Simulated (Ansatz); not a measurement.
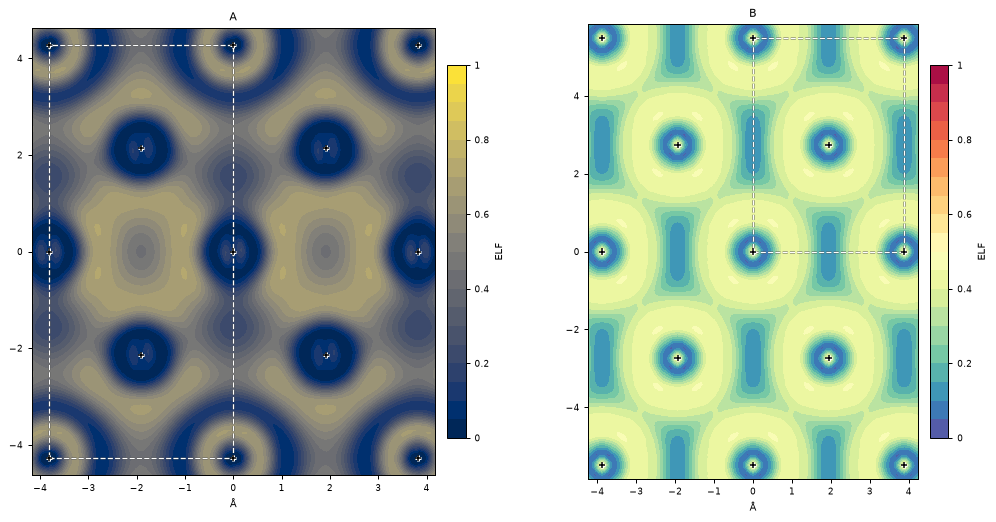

The ELF of 2 systems, each on a plane through atoms (crosses mark nuclei in the plane).

These are results of DFT r2SCAN, scalar-relativistic, plane waves, PAW (Ansatz), not measurements.

System 1: TiAl3, the (010) plane of the conventional cell. Space group I4/mmm; a structure from a database of computed crystals, not necessarily the ambient phase; computed without spin polarisation.

```yaml
crystal:
  lattice:
    - [3.82400, 0.00000, 0.00000]
    - [0.00000, 3.82400, 0.00000]
    - [0.00000, 0.00000, 8.56383]
  atoms:
    - { symbol: Ti, position: [0.00000, 0.00000, 0.00000] }
    - { symbol: Ti, position: [0.50000, 0.50000, 0.50000] }
    - { symbol: Al, position: [0.00000, 0.00000, 0.50000] }
    - { symbol: Al, position: [0.50000, 0.50000, 0.00000] }
    - { symbol: Al, position: [0.00000, 0.50000, 0.25000] }
    - { symbol: Al, position: [0.50000, 0.00000, 0.75000] }
    - { symbol: Al, position: [0.50000, 0.00000, 0.25000] }
    - { symbol: Al, position: [0.00000, 0.50000, 0.75000] }
```

System 2: Bi, the (011) plane of the conventional cell. Space group Im-3m; a structure from a database of computed crystals, not necessarily the ambient phase; changed on purpose from its base cell (volume × 0.94); computed pressure about 4 GPa in this cell; computed without spin polarisation.

```
Bi
1.0
     3.87954    0.00000    0.00000
     0.00000    3.87954    0.00000
     0.00000    0.00000    3.87954
Bi
2
Direct
  0.00000 0.00000 0.00000
  0.50000 0.50000 0.50000
```

### Which map belongs to which system?

Panel A is system 1, TiAl3: the plane holds Ti and Al. Ti–Al (2.87 Å): the ELF is about 0.40 at the midpoint. Panel B is system 2, Bi: the plane holds Bi. Bi–Bi (3.36 Å): the ELF is about 0.35 at the midpoint.
